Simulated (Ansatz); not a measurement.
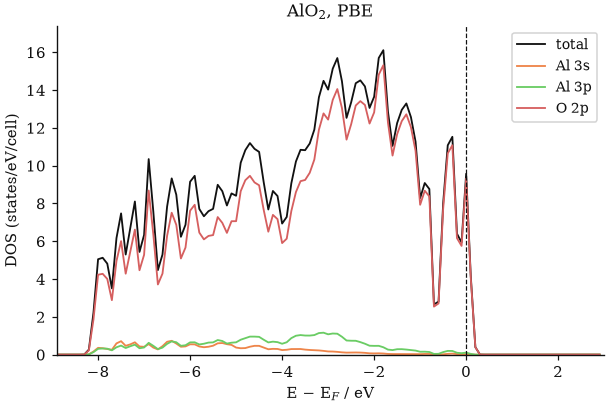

Density of states. Energies are counted from the Fermi level. The partial curves are projected on Löwdin-orthogonalised atomic shells; they sum to less than the total at higher energies, where shells without a projector contribute.

System: AlO2 (amorphous cell), 21 atoms in the cell.

```yaml
crystal:
  lattice:
    - [6.37475, -0.04124, 0.15116]
    - [-0.02108, 5.81780, 0.27233]
    - [0.13371, 0.24918, 6.28443]
  atoms:
    - { symbol: Al, position: [0.71753, 0.27736, 0.64413] }
    - { symbol: Al, position: [0.04718, 0.14317, 0.20432] }
    - { symbol: Al, position: [0.52919, 0.75048, 0.80096] }
    - { symbol: Al, position: [0.46313, 0.91823, 0.30640] }
    - { symbol: Al, position: [0.19795, 0.03669, 0.71447] }
    - { symbol: Al, position: [0.68317, 0.48752, 0.13620] }
    - { symbol: Al, position: [0.11229, 0.45598, 0.86988] }
    - { symbol: O, position: [0.64695, 0.46625, 0.85163] }
    - { symbol: O, position: [0.24522, 0.71375, 0.77496] }
    - { symbol: O, position: [0.63018, 0.16983, 0.23060] }
    - { symbol: O, position: [0.90303, 0.89777, 0.86234] }
    - { symbol: O, position: [0.90361, 0.89975, 0.07677] }
    - { symbol: O, position: [0.00573, 0.29580, 0.66690] }
    - { symbol: O, position: [0.96431, 0.44110, 0.11885] }
    - { symbol: O, position: [0.59717, 0.72888, 0.50457] }
    - { symbol: O, position: [0.63296, 0.49986, 0.43415] }
    - { symbol: O, position: [0.21372, 0.01330, 0.40441] }
    - { symbol: O, position: [0.50892, 0.05470, 0.69185] }
    - { symbol: O, position: [0.23355, 0.18249, 0.97207] }
    - { symbol: O, position: [0.80040, 0.12677, 0.38567] }
    - { symbol: O, position: [0.50904, 0.73797, 0.09772] }
```

Method: DFT PBE, scalar-relativistic, plane waves, PAW, no spin polarisation, 5×6×5 k mesh, Gaussian smearing of 0.1 eV (Ansatz).

**What is the density of states at the Fermi level?**

It is a metal. The density of states at the Fermi level isn't well fixed here: it changes fast, and within 0.3 eV it runs from 0.007 to 12 per eV and cell.

The electron count is odd and the run has no spin polarisation, so a magnetic state may lie lower.
